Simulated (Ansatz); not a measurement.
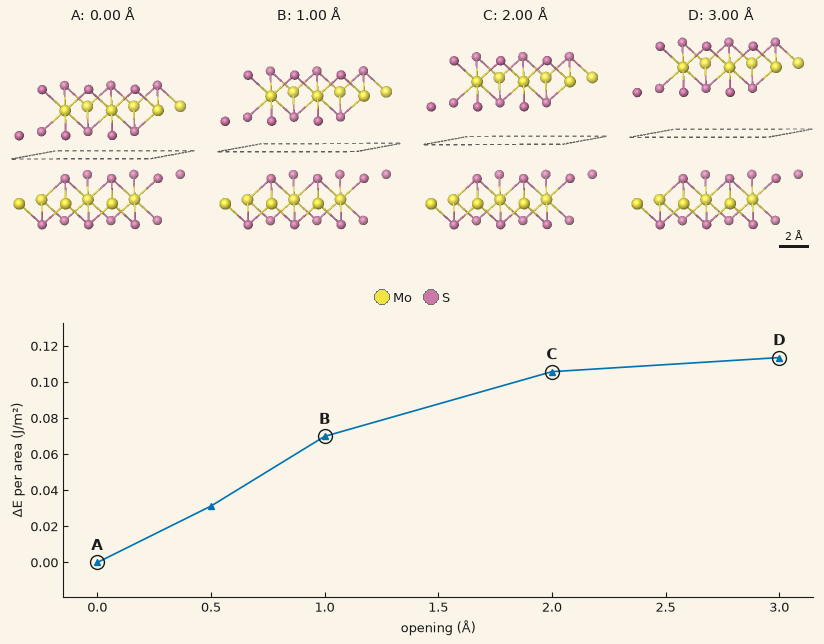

A scan of solid MoS$_{2}$ (R-3m): the crystal is pulled apart rigidly along the normal of the (0 0 1) plane of the conventional cell, at a cut between a plane of S below and one of S above, 3.18 Å apart. One cut stands in each cell, which starts 18.9 Å high; nothing is relaxed, and the dashed outline marks the cut. The lettered frames are marked on the plot. Style: ball-and-stick. Shown: the layers on both sides of the cut, from the side, nearly along the cut plane.

Level of theory: Ansatz 0.2.0, DFT r2SCAN, scalar-relativistic, plane waves, PAW. (plane-wave cutoff 500 eV; k-point mesh 17 × 17 × 3; occupations gaussian; smearing width 0.15 eV; no spin polarisation). Energies (free energies at the smearing named) are counted from the relaxed crystal.

Describe the profile.

Answer. At the widest opening, 3.00 Å, the energy has risen by 0.114 J/m², and it is still rising, so the work of separation is somewhat larger. The steepest rise lies between 0.50 Å and 1.00 Å, with a mean traction of about 0.77 GPa.

Limits of the set-up: layers or molecules are held without a dispersion correction, so their spacing is unreliable.
